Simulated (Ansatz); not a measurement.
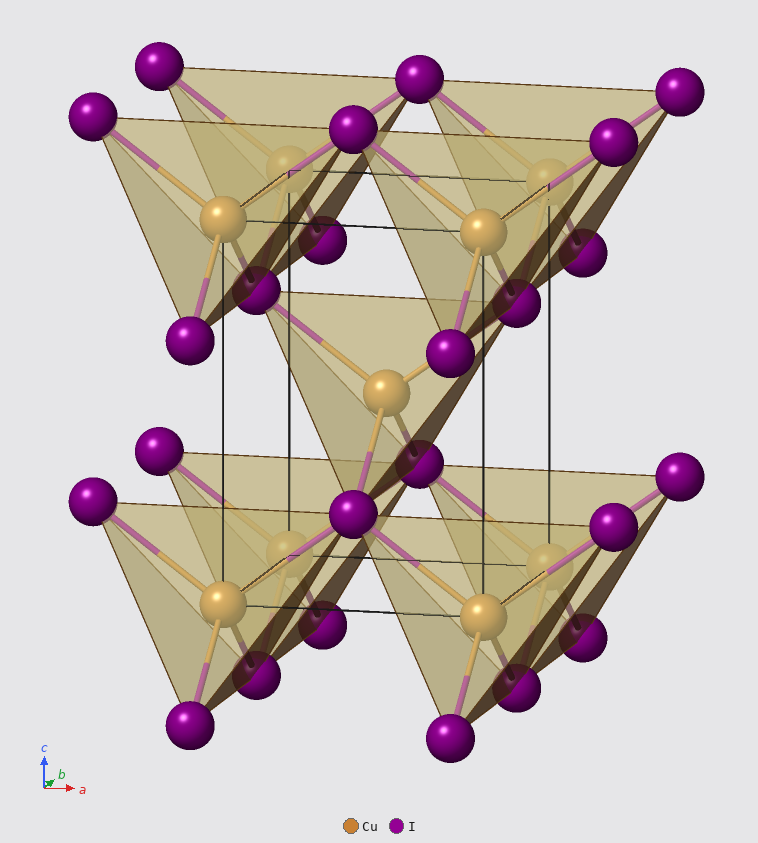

Structure drawing (polyhedral), viewed slightly off an axis. The conventional unit cell is outlined; an atom on or near a face, edge or corner is repeated at each equivalent position. Some neighbours outside the box are added.

CuI, space group I-4m2 (No. 119), a = 4.13 Å, b = 4.13 Å, c = 6.02 Å, α = 90.00°, β = 90.00°, γ = 90.00°.

Electronic-structure method: DFT, HSE06, plane waves, PAW (Ansatz 0.2.0). Parameters: wavefunction cutoff 420 eV, k-points about 0.31 Å⁻¹ apart, no spin polarisation.

How large a gap does the method give, if there is one?

Answer. A semiconductor at this level, with a gap of 2.79 eV, direct.

What is the computed pressure?

Answer. The computed pressure is 4.7 GPa (compressed: it would expand).

The model was built from a structure type filled with these elements by a generator (whether the compound takes this form wasn't checked). The cell was then strained or its atoms displaced on purpose. It went into a calculation with Ansatz.

At this level of theory the cell isn't at rest (compressed, at 5 GPa), so its distances can differ from those at equilibrium, the more so the softer the solid.
